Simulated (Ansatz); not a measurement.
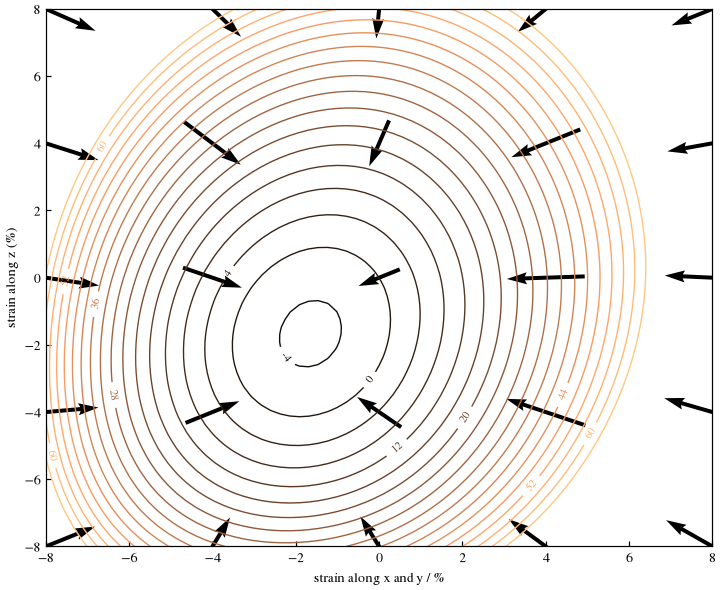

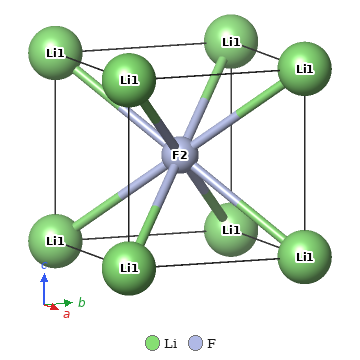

Energy landscape of LiF (Pm-3m, No. 221; 2 atoms in the cell). The cell is strained homogeneously, by one strain along x and y and another along z, with fractional coordinates fixed (x, y and z along the cube axes). Coordinates scanned: (1) strain along x and y; (2) strain along z. Grid: 5 × 5 points. Points are written as (first, second). Energies: meV/atom, counted from the lowest grid point. The reference cell is the one listed in the database, not relaxed at this level. Theory: Ansatz 0.2.0, DFT r2SCAN, scalar-relativistic, plane waves, PAW. Settings: cutoff 500 eV, k-mesh 10×10×10, gaussian smearing 0.05 eV, no spin polarisation.

In the figure: contour lines labelled in meV/atom (none above 64), arrows along the force (downhill), their lengths compressed. Between grid points the surface is interpolated. The second picture is the structure at the lowest point

Where are the wells?

The lowest grid point is at (0 %, 0 %). The bottom of the well lies between grid points, at about (−2 %, −2 %), about 4.7 meV/atom lower on the interpolated surface. No other kind of well shows on this grid. The highest grid point, (8 %, −8 %), lies 148 meV/atom above the lowest. Round the minimum the two coordinates are weakly coupled (coupling −0.15 in units of the two stiffnesses). The gap on the k-mesh is 8.5 eV at the lowest point and runs from 6.7 to 11.0 eV over the map.

The values on the grid:

```tsv
strain along z ↓, strain along x and y →	−8	−4	0	4	8
8	136	69	52	71	118
4	90	28	17	43	96
0	63	6	0	32	91
−4	59	6	4	41	106
−8	84	33	36	77	148
```
